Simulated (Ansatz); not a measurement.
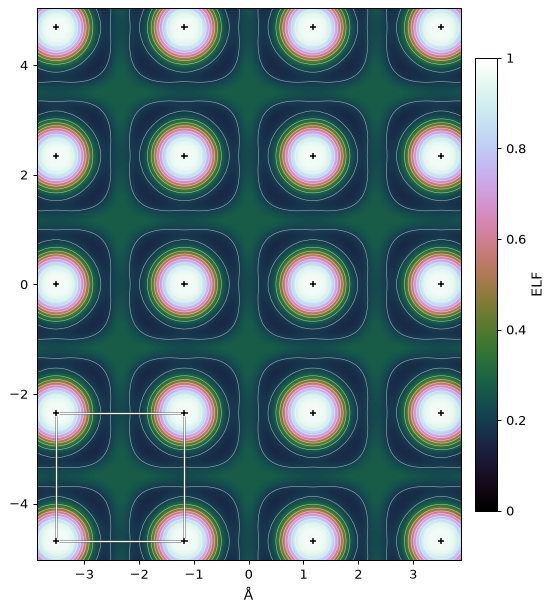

The ELF on a plane through atoms (crosses mark nuclei in the plane).

Level of theory: DFT, PBE, plane waves (420 eV) with PAW, scalar-relativistic (Ansatz).

Candidates:
A. Co, a = 2.34 Å, b = 2.34 Å, c = 2.34 Å, α = 90.00°, β = 90.00°, γ = 90.00°. Space group Pm-3m; set up as Co, simple cubic; a generated structure, not necessarily the stable one; changed on purpose from its base cell (volume × 1.08); computed pressure about −12 GPa in this cell; computed without spin polarisation.
B. Ta, a = 5.94 Å, b = 5.94 Å, c = 5.94 Å, α = 90.00°, β = 90.00°, γ = 90.00°. Space group Fd-3m; set up as Ta, diamond; a generated structure, not necessarily the stable one; changed on purpose from its base cell (volume × 0.92); computed pressure about 7 GPa in this cell.
C. Hg, a = 5.23 Å, b = 5.23 Å, c = 5.23 Å, α = 90.00°, β = 90.00°, γ = 90.00°. Space group Fm-3m; set up as Hg, fcc; a generated structure, not necessarily the stable one; changed on purpose from its base cell (volume × 1.12).

Which candidate gave the map?

Answer. Candidate A: Co on the (010) plane of the conventional cell, which holds Co. Co–Co (2.34 Å): the ELF is about 0.25 at the midpoint: no shared electron pair shows on this line.
